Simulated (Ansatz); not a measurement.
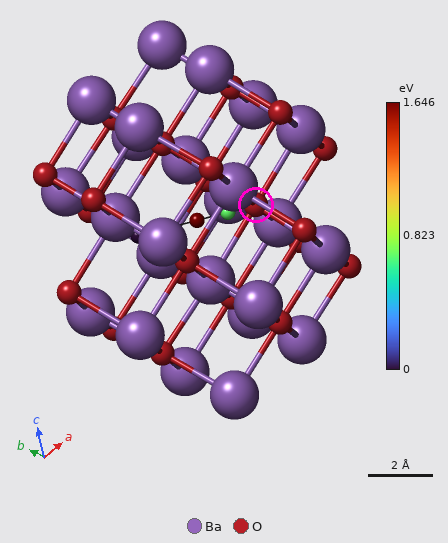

NEB run on a defect cell of composition Ba₈O₇ with an O vacancy (15 atoms in the cell). Images are numbered from 0 (start) to 4 (end). The start is drawn whole; smaller spheres mark the moving atoms (O) in the later images, joined by lines and coloured by the energy of the image relative to the start. A ball-and-stick model of the atoms within 6.2 Å of the middle of the path, seen slightly off an axis. The moving atom is ringed, with any periodic copies. Bonds to atoms that aren't drawn are left out.

Theory: DFT, PAW plane waves, PBE in Ansatz 0.2.0. Set-up: plane-wave cutoff 420 eV; k-point mesh 2 × 2 × 2; Gaussian smearing 0.1 eV; 3 movable images; climbing image; force threshold 0.1 eV/Å; iteration limit 40.

**What moves, how far, and at what cost in energy?**

It is a vacancy jump: a nearby atom moves into the empty site and leaves its own site empty. An O atom travels furthest, 3.93 Å from end to end, along [−1 1 0], on a straight line. At the highest image its nearest neighbour (Ba) is 2.30 Å away, against 2.77 Å at the start, and the surrounding atoms stand up to 0.29 Å off the mean of their end positions. The barrier is about 1.65 eV in both directions, with image 2 at the top; the ends have nearly the same energy. The band converged in 8 iterations. The largest component of the band force went from 3.7 to 0.052 eV/Å. The climbing image converged on the top of the path. Its curvatures weren't checked. The force threshold of 0.1 eV/Å is loose, so the barrier is approximate.

Limits of the set-up: the k-point mesh is coarse for a cell with partly filled bands; the periodic images lie only 7.9 Å apart, so the values are limited by the cell's size.

The run took 74 s on 4 threads of Intel(R) Xeon(R) 6975P-C (Granite Rapids), on a shared host, peak memory 1.6 GiB.
